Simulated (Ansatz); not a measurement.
**Run report: TiO₂, single-point calculation**

- system: TiO₂ (P1, 6 atoms in the cell)
- method: DFT with r2SCAN, PAW plane waves, spin-polarised (Ansatz 0.2.0)

The structure is a deliberately distorted cell. Figures and captions count atoms from 1; the log counts them from 0 in places.

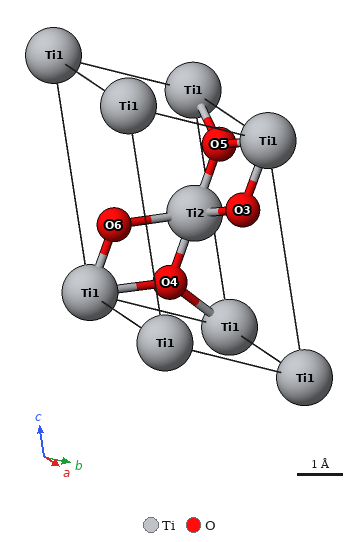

Fig. 1: The structure (ball-and-stick view of the reduced cell, seen slightly off an axis; atoms are numbered from 1 in the order of the input).

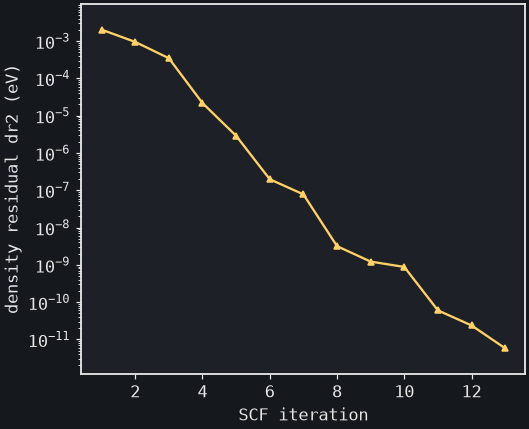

Fig. 2: Convergence of the self-consistent field: density residual dr2 against the SCF iteration. The residual falls at every step.

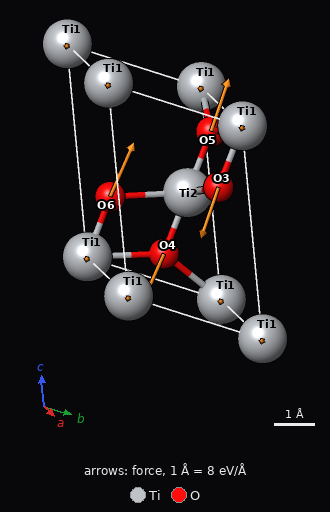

Fig. 3: Forces on the atoms as orange arrows (ball-and-stick view of the reduced cell, seen slightly off an axis; atoms are numbered from 1 in the order of the input); the smallest are left out. The largest act on O6 (12.34 eV/Å); O5 (11.62 eV/Å); O4 (11.49 eV/Å); O3 (11.26 eV/Å). The geometry is not a stationary point of this energy.

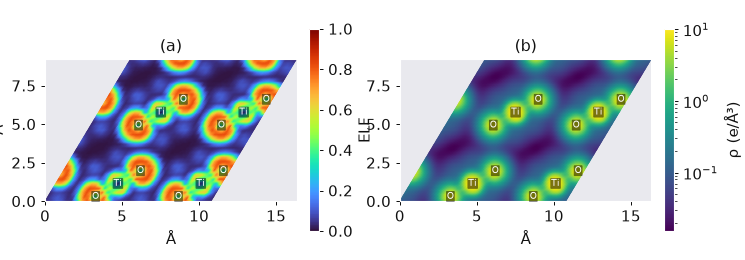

Fig. 4: (a) electron localisation function; (b) valence pseudo-density on the plane of lattice vectors 1 and 2 of the input at fractional height 0.499 along vector 3, 2 × 2 cells, interpolated from points about 0.3 Å apart. The plane passes within 0.2 Å of Ti and O sites. The density in this plane falls to 0.015 e/Å³ at its lowest. The fields are smooth PAW fields, not the true ones close to the nuclei.

These pictures come from the run below.

Input file
```yaml
crystal:
  lattice:
    - [-1.88905557, 1.8478445, 4.68664814]
    - [1.87174272, -1.89695784, 4.69928808]
    - [1.8867691, 1.89467137, -4.70616953]
  atoms:
    - { symbol: Ti, position: [0.9953533, 0.00198246, 7.173e-05], spin: 1.0 }
    - { symbol: Ti, position: [0.74924523, 0.24994161, 0.49887937], spin: 1.0 }
    - { symbol: O, position: [0.16951726, 0.18318798, 0.99811438], spin: 0.0 }
    - { symbol: O, position: [0.92912921, 0.42875802, 0.50353046], spin: 0.0 }
    - { symbol: O, position: [0.57475436, 0.06753289, 0.49635608], spin: 0.0 }
    - { symbol: O, position: [0.83017053, 0.81798667, 0.00036828], spin: 0.0 }
kpoints:
  mp_grid: { grid: [5, 5, 7], shift: [0.0, 0.5, 0.0] }
magnetization:
  spin_polarized: true
scf:
  occupations: { method: fermi_dirac }
  lower_state_search: "off"
  max_iter: 200
hamiltonian:
  pseudopotentials: { kind: paw }
  xc: r2scan
basis:
  ecutwfc: 500
  fft_grid_basis: typed
output:
  forces: true
  stress: true
  eigenvalues: true
  populations: true
  elf: true
  write_potential: true
  volumetric_format: npy
  dos:
    e_range: [-12, 8]
    de: 0.05
    projected: { site_lists: { O: [O], Ti: [Ti] } }
checkpoint:
  read: saved_state
```

Command:
```bash
ansatz run input.yaml --threads 1 --pin off --max-ram 2560MiB --backend cpu --events-out ev --progress --plain --runs-dir out
```

The program's output
```
Engine: ansatz 0.2.0, x86_64-unknown-linux-gnu
Pseudopotentials: kind: paw
Pseudopotential: Ti, paw, valence charge 12, recommended cutoff 500 eV (meta_gga), Ti.paw.azcp
Pseudopotential: O, paw, valence charge 6, recommended cutoff 500 eV (meta_gga), O.paw.azcp
Functional definition: r2SCAN
  parameter k0 = 0.174
  parameter k1 = 0.065
  parameter a1 = 4.9479
  exchange = r2scan_x(k0 = k0, k1 = k1, a1 = a1)
  correlation = r2scan_c
Crystal: 6 atoms, lattice volume = 66.011 Å³
Basis set: ecut = 500 eV, 1673 PW (Γ), exchange–correlation on 160×160×160 points (64 copies of the dense FFT grid, shifted against one another)
Bands: 31, of which v1, the nominal top of the filled ones, is band 24 counted from 1 (23 counted from 0)
Symmetry: 1 space group operations
Space group: P1 (ITA 1), of the structure as read, at distance tolerance 4.0e-5 Å
Magnetic group: BNS 1.1 (UNI 1), of the structure as read, at distance tolerance 4.0e-5 Å
k-points: 88 of 175 (time reversal used)
Non-local potential: Ti, projectors of the file, l = 0: 3, l = 1: 2, l = 2: 3, l = 3: 1
Non-local potential: O, projectors of the file, l = 0: 2, l = 1: 2, l = 2: 1
PAW form: soft (Blöchl's): semilocal exchange-correlation on the pseudo side does not see the compensation charge
PAW frozen core: Ti, regenerated for the run's functional (the file was generated under x = pbe(κ = 0.804, μ = 0.2195149727645171), c = pbe(β = 0.06672455060314922))
PAW frozen core: O, regenerated for the run's functional (the file was generated under x = pbe(κ = 0.804, μ = 0.2195149727645171), c = pbe(β = 0.06672455060314922))
PAW one-centre angular grid: Ti, 590 points (default); XC on 160 Gauss nodes
PAW one-centre angular grid: O, 302 points (default); XC on 160 Gauss nodes
Initial density: read from a saved state, or passed on in memory by an earlier SCF of this step, an earlier step, the calling program or the single point that the run made first
Starting moments: Σ|m| = 2 μB on 2 of 6 sites; this step starts from the density that it was given
Initial wavefunctions: pseudopotential atomic-orbital guess
Functional: x = r2scan, c = r2scan; τ floored in thin density (d = 2e-4 eV/Å³)
iter 1 solved again at ethr=4.21e-6 eV; its pass at ethr=3.10e-3 eV (dr2=2.02e-3 eV) is discarded
SCF iter   1: F=-7286.934955 eV  HF=-7286.812044 eV  |F-HF|=1.23e-1  |Δ(HF+E_count)|=         —  Δρ=3.62e-3 (↑2.92e-3 ↓3.62e-3)  dr2=2.02e-3  dr2_τ=2.30e-3  dr2_m=2.74e-4  M=0.000 μB ∫|m|=0.008 μB  β_m=0.30  ethr=4.21e-6  ⟨swp⟩=2.0  Hψ=30902  notcnv=0
preconditioner: auto → none  [insulator: Δε(μ)=2.233 eV  Ē_g=11.551 eV  σ=0.100 eV  W_gap=1.00  n_scr=14 (ndim 8)  ℏωp=25.9 eV  f_vac=0.137  D(μ)=0.00/eV (n_scr^D=0)  ε∞_Penn≈6.0]
SCF iter   2: F=-7286.938954 eV  HF=-7286.927740 eV  |F-HF|=1.12e-2  |Δ(HF+E_count)|=   1.16e-1  Δρ=2.59e-3 (↑2.07e-3 ↓2.59e-3)  dr2=9.46e-4  dr2_τ=6.71e-4  dr2_m=1.48e-4  M=-0.000 μB ∫|m|=0.003 μB  β_m=0.30  ethr=4.20e-6  ⟨swp⟩=2.1  Hψ=11078  notcnv=0  κ⁻¹=1.0e0(r=1)
SCF iter   3: F=-7286.939359 eV  HF=-7286.935944 eV  |F-HF|=3.41e-3  |Δ(HF+E_count)|=   8.20e-3  Δρ=1.63e-3 (↑1.26e-3 ↓1.63e-3)  dr2=3.46e-4  dr2_τ=2.64e-4  dr2_m=7.48e-5  M=-0.000 μB ∫|m|=0.002 μB  β_m=0.30  ethr=1.97e-6  ⟨swp⟩=2.1  Hψ=8638  notcnv=0  κ⁻¹=3.7e-1(r=2)
SCF iter   4: F=-7286.939588 eV  HF=-7286.939133 eV  |F-HF|=4.55e-4  |Δ(HF+E_count)|=   3.19e-3  Δρ=4.68e-4 (↑2.61e-4 ↓4.68e-4)  dr2=2.17e-5  dr2_τ=1.95e-5  dr2_m=3.76e-5  M=-0.000 μB ∫|m|=0.001 μB  β_m=0.30  ethr=7.22e-7  ⟨swp⟩=2.0  Hψ=10094  notcnv=0  κ⁻¹=6.5e-2(r=3)
SCF iter   5: F=-7286.939614 eV  HF=-7286.939416 eV  |F-HF|=1.98e-4  |Δ(HF+E_count)|=   2.83e-4  Δρ=2.07e-4 (↑1.66e-4 ↓2.07e-4)  dr2=2.88e-6  dr2_τ=4.72e-6  dr2_m=1.90e-5  M=-0.000 μB ∫|m|=0.001 μB  β_m=0.30  ethr=4.52e-8  ⟨swp⟩=2.0  Hψ=9044  notcnv=0  κ⁻¹=1.9e-3(r=4)
SCF iter   6: F=-7286.939620 eV  HF=-7286.939522 eV  |F-HF|=9.78e-5  |Δ(HF+E_count)|=   1.06e-4  Δρ=1.31e-4 (↑1.24e-4 ↓1.31e-4)  dr2=1.97e-7  dr2_τ=2.22e-6  dr2_m=9.61e-6  M=-0.000 μB ∫|m|=0.001 μB  β_m=0.30  ethr=6.01e-9  ⟨swp⟩=2.0  Hψ=9504  notcnv=0  κ⁻¹=2.3e-4(r=5)
SCF iter   7: F=-7286.939623 eV  HF=-7286.939573 eV  |F-HF|=4.96e-5  |Δ(HF+E_count)|=   5.09e-5  Δρ=9.24e-5 (↑8.90e-5 ↓9.24e-5)  dr2=7.75e-8  dr2_τ=1.11e-6  dr2_m=4.88e-6  M=-0.000 μB ∫|m|=0.001 μB  β_m=0.30  ethr=2.08e-10  ⟨swp⟩=10.0  Hψ=36253  notcnv=0  κ⁻¹=4.7e-5(r=6)
SCF iter   8: F=-7286.939624 eV  HF=-7286.939599 eV  |F-HF|=2.52e-5  |Δ(HF+E_count)|=   2.58e-5  Δρ=6.42e-5 (↑6.39e-5 ↓6.42e-5)  dr2=3.17e-9  dr2_τ=5.54e-7  dr2_m=2.48e-6  M=-0.000 μB ∫|m|=0.000 μB  β_m=0.30  ethr=1.61e-10  ⟨swp⟩=9.4  Hψ=34949  notcnv=0
Mixer restart at iter 8: flushing history
spin-set hold released at iteration 8 (site moments contracting): the magnetisation degrees of freedom join the quasi-Newton model from the next iteration; the mixer history was flushed
SCF iter   9: F=-7286.939625 eV  HF=-7286.939612 eV  |F-HF|=1.28e-5  |Δ(HF+E_count)|=   1.30e-5  Δρ=4.58e-5 (↑4.55e-5 ↓4.58e-5)  dr2=1.22e-9  dr2_τ=2.80e-7  dr2_m=1.26e-6  M=-0.000 μB ∫|m|=0.000 μB  β_m=0.30  ethr=6.60e-12  ⟨swp⟩=9.0  Hψ=33227  notcnv=0  κ⁻¹=1.0e0(r=1)
iter 10 did not close the SCF: its close was put off for a magnetic moment that had not settled (scf_convergence_deferred on its scf_iter line)
SCF iter  10: F=-7286.939626 eV  HF=-7286.939626 eV  |F-HF|=6.53e-9  |Δ(HF+E_count)|=   1.36e-5  Δρ=2.98e-6 (↑2.75e-6 ↓2.98e-6)  dr2=8.78e-10  dr2_τ=3.33e-10  dr2_m=4.84e-9  M=-0.000 μB ∫|m|=0.000 μB  β_m=0.30  ethr=2.54e-12  ⟨swp⟩=10.0  Hψ=36538  notcnv=0  κ⁻¹=1.2e-3(r=2)
iter 11 did not close the SCF: its close was put off for a magnetic moment that had not settled (scf_convergence_deferred on its scf_iter line)
SCF iter  11: F=-7286.939626 eV  HF=-7286.939626 eV  |F-HF|=3.70e-9  |Δ(HF+E_count)|=   4.20e-9  Δρ=2.19e-6 (↑2.17e-6 ↓2.19e-6)  dr2=6.01e-11  dr2_τ=1.61e-10  dr2_m=2.86e-9  M=-0.000 μB ∫|m|=0.000 μB  β_m=0.30  ethr=1.83e-12  ⟨swp⟩=5.0  Hψ=27159  notcnv=0  κ⁻¹=2.4e-4(r=3)
iter 12 did not close the SCF: its close was put off for a magnetic moment that had not settled (scf_convergence_deferred on its scf_iter line)
SCF iter  12: F=-7286.939626 eV  HF=-7286.939626 eV  |F-HF|=8.91e-11  |Δ(HF+E_count)|=   4.57e-9  Δρ=4.94e-7 (↑4.94e-7 ↓4.12e-7)  dr2=2.37e-11  dr2_τ=4.89e-12  dr2_m=1.19e-10  M=-0.000 μB ∫|m|=0.000 μB  β_m=0.30  ethr=1.00e-12  ⟨swp⟩=5.0  Hψ=28548  notcnv=0  κ⁻¹=4.0e-5(r=4)
SCF iter  13: F=-7286.939626 eV  HF=-7286.939626 eV  |F-HF|=8.19e-12  |Δ(HF+E_count)|=  1.34e-10  Δρ=2.70e-7 (↑2.52e-7 ↓2.70e-7)  dr2=5.79e-12  dr2_τ=2.04e-12  dr2_m=3.92e-11  M=-0.000 μB ∫|m|=0.000 μB  ethr=1.00e-12  ⟨swp⟩=4.2  Hψ=24291  notcnv=0
WARN: the starting moments were not kept: the SCF closed with an absolute magnetisation of 7.7e-6 μB, where they sum to 2 μB in size (2 sites). That is at most 0.1 of that sum. Measured as dr2_m measures the in/out step, that magnetisation stands 1.3e-11 eV from none, at or under the dr2_threshold of 1.0e-7 eV: it is no larger than a step whose dr2_m would equal this threshold. The system may hold no moment; this SCF shows only that its start led to no more than that. This SCF took its magnetisation from a saved state (the deck's checkpoint.read, a session's seed or a resume), or from the single point or search that the run made first, and not from the starting moments. Where the run's atoms have moved since that state, how it is taken is a key of its own (checkpoint.density_extrapolation: follow_atoms, where typed, takes the whole of its magnetisation to them with its atoms, but for some exceptions; the density_extrapolation keyword of a session's seed is the same key). To be rid of a resumed run's state, run its deck in a fresh run directory. To be rid of the state of a single point that the run made first, give starting moments in the input or, where a deck that gives them still makes one, type scf.lower_state_search: off. To try another start, run it without that state.
SCF 1 converged in 13 iterations: F = -7286.939626 eV  dr2 = 5.79e-12
  greatest PAW one-centre occupation: 1.002 electrons in one spin orbital (limit 2), on the Ti atom at site 0 (counted from 0), in its partial waves of l = 1
this state was not tested for a lower state beside it, because the mixer in use, unlike msr1, does not test its closes by its own steps (another_mixer; see scf.mixing.algorithm and scf.lower_state_search)
SCF converged after 13 iterations
Magnetization: -0.0000 μB (24.0000 up, 24.0000 down)
Absolute magnetization: 0.0000 μB (∫|ρ↑−ρ↓|, with the PAW one-centre terms)
Spin contamination: 0.0000 ħ² per cell (⟨S²⟩ above its minimum at these occupations)
Per-site moments (μB) at R_I (Å): [(7.808700091754864e-7, 0.6769562994809657), (8.051608045546876e-7, 0.6853601581037635), (-5.258649943113645e-7, 0.691845798218757), (-7.062430175151701e-7, 0.6853601581037635), (-1.0115982884506024e-6, 0.6861039081275554), (-1.4362377204247167e-6, 0.6769562994809657)]
Free energy (F): -7286.939626 eV
Harris-Foulkes:  -7286.939626 eV  (|F-HF|=8.19e-12)
Internal energy: -7286.939622 eV  (E = F + TS)
E sigma→0 (E₀):  -7286.939624 eV
Entropy (-TS):   -0.000004 eV (-0.001 meV/atom)
Fermi energy:    9.544487 eV
--- Per-component energies (eV) ---
  E_band       = -476.341360
  E_kinetic    = 1283.624423
  E_local      = -3916.967139  (includes V_loc(G=0)·N_el)
  E_nonlocal   = 197.299354
  E_hartree    = 1560.793072
  E_xc         = -487.918916
  E_vxc        = -701.182781  (∫ρ·V_xc dr)
  E_paw        = -2754.114182  (= ΣΔE_a)
  E_vpaw       = -506.958395  (= ΣTr[D̂ρ^β])
  E_aug_tail   = 0.004402  (compensation charges beyond the density's cutoff)
  E_vtau       = 46.252619  (kinetic-family band-sum trace: ∫τ·v_τ [+ j·A + Jᵃ·Aᵃ] dr)
  E_ewald      = -3169.025960
  E_core_change = -0.634678  (= ΣΔE_core)
  E_smearing   = -0.000004  (= −TS)
  E_closure    = 0.000000  (closes the sum)
  Σ components = -7286.939626   (vs F -7286.939626, Δ=0.00e0)
--- Forces (eV/Å), atoms counted from 1 ---
  atom   1  Ti     0.17792446    -0.05152905     1.26440468
  atom   2  Ti    -0.02312616    -0.22505476    -0.04513895
  atom   3  O      0.07487173     1.02324001    11.20962157
  atom   4  O     -0.50630295    -0.10628410    11.47925998
  atom   5  O     -0.19291333    -0.85692046   -11.58277905
  atom   6  O      0.46955032     0.21655060   -12.32536836
  max |Σ_I F_I| component: 4.07e-6 eV/Å
--- Stress (GPa, compression-positive) ---
       17.621576       0.121720       0.914910
        0.121720      16.660157       0.226644
        0.914910       0.226640     139.819064
  P = ⅓ Tr σ = 58.0336 GPa (580.336 kbar)
--- Band table (eV; the first three rows and the last of 176) ---
  k-point 0 ↑: bands = ["-50.4167", "-50.3221", "-26.7364", "-26.0327", "-25.5717", "-25.5530", "-25.4566", "-25.4394", "-11.9529", "-10.1049", "-9.7121", "-8.8536", "1.6810", "1.7572", "2.1271", "4.0478", "4.2231", "4.2717", "5.1905", "6.6803", "6.8529", "7.1156", "7.8632", "8.2560", "10.6475", "11.4255", "12.9467", "13.2064", "13.3402", "13.5697", "13.9640"]
  k-point 1 ↑: bands = ["-50.4077", "-50.3284", "-26.6934", "-26.1247", "-25.5778", "-25.5395", "-25.4937", "-25.4482", "-11.6975", "-10.1189", "-9.6053", "-8.8787", "1.7843", "1.9700", "2.3155", "3.8951", "4.1842", "4.3809", "5.6812", "5.8162", "6.5618", "6.7348", "7.3335", "7.6812", "11.2606", "11.4288", "12.4854", "12.8706", "13.1832", "13.5246", "14.1526"]
  k-point 2 ↑: bands = ["-50.3912", "-50.3409", "-26.6032", "-26.2724", "-25.5965", "-25.5455", "-25.5164", "-25.4685", "-11.2359", "-10.2498", "-9.4056", "-8.9512", "2.1119", "2.5873", "2.6878", "3.7523", "4.2064", "4.4614", "4.6579", "5.2227", "6.2134", "6.4263", "6.4619", "7.4511", "11.3753", "11.7208", "12.0966", "12.7636", "13.2190", "13.3192", "14.5286"]
  k-point 87 ↓: bands = ["-50.3992", "-50.3352", "-26.6465", "-26.1914", "-25.5949", "-25.5405", "-25.4991", "-25.4584", "-11.4871", "-10.1823", "-9.5312", "-8.9192", "1.8466", "2.0996", "2.5580", "3.8475", "3.9328", "4.5675", "5.4410", "6.1057", "6.4572", "6.5447", "6.6745", "7.4156", "11.3889", "11.4684", "12.3594", "12.8298", "13.0428", "13.2941", "14.3031"]
--- Löwdin populations: 6 sites ---
  site symbol       q [e]    m [muB]
     0     Ti     10.6200     0.0000
     1     Ti     10.6179     0.0000
     2      O      6.6588    -0.0000
     3      O      6.6508    -0.0000
     4      O      6.6472    -0.0000
     5      O      6.6349    -0.0000
  spilling = 0.003549 (of n_electrons = 48.000000)
```

Results in brief

| quantity | value |
| --- | --- |
| outcome | converged |
| space group (tolerance 0.01 Å) | P1 (1) |
| electrons treated | 48 |
| free energy | −7286.9396 eV |
| Fermi energy | 9.544 eV |
| net moment of the cell | 0.00 μB |
| integrated absolute moment | 0.00 μB |
| pressure | 58.03 GPa |
| largest force (length of the vector) | 12.336 eV/Å |
| hardware | 1 thread of Intel Xeon (Granite Rapids), 64 GiB of memory available, shared host |
| wall time | 1.8 min |
| peak memory | 0.9 GiB |

Remarks

The program warns: some starting moments were not kept; the state was not tested for a lower one.
